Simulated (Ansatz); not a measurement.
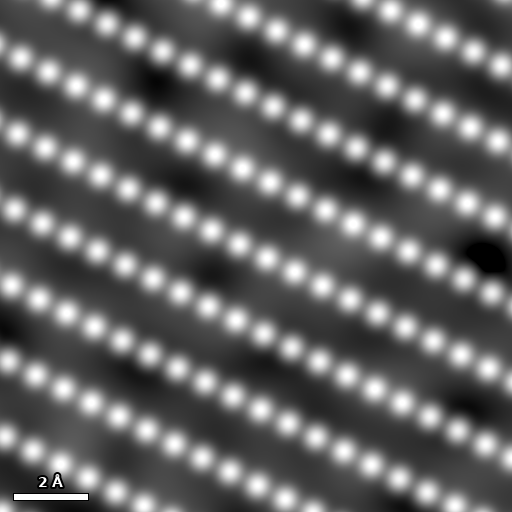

Z-contrast image of Ru (Fm-3m, No. 225). The image is simulated as a sum over atoms of Z^1.6, blurred by a 0.52 Å probe (no channelling). The probe carries 15 % of its weight in a tail 2.5 times as wide. The display is stretched by a gamma of 0.65; percentages refer to the linear signal. The speckle of an amorphous layer was added. Model: the input geometry of a calculation; the starting structure was generated, so it need not be a known form of this composition.

```
Ru
1.0
     3.78560    0.00000    0.00000
     0.00000    3.78560    0.00000
     0.00000    0.00000    3.78560
Ru
4
Direct
  0.00000 0.00000 0.00000
  0.00000 0.50000 0.50000
  0.50000 0.00000 0.50000
  0.50000 0.50000 0.00000
```

**Along which zone axis is the crystal seen: [111], [110] or [210]? (Directions equivalent by symmetry count as one.)**

[210]. The projected cells are 1.55 × 1.55 Å, 120° for [111]; 2.32 × 2.32 Å, 109° for [110]; 0.85 × 1.89 Å, 90° for [210], and the image repeats as the [210] one does.
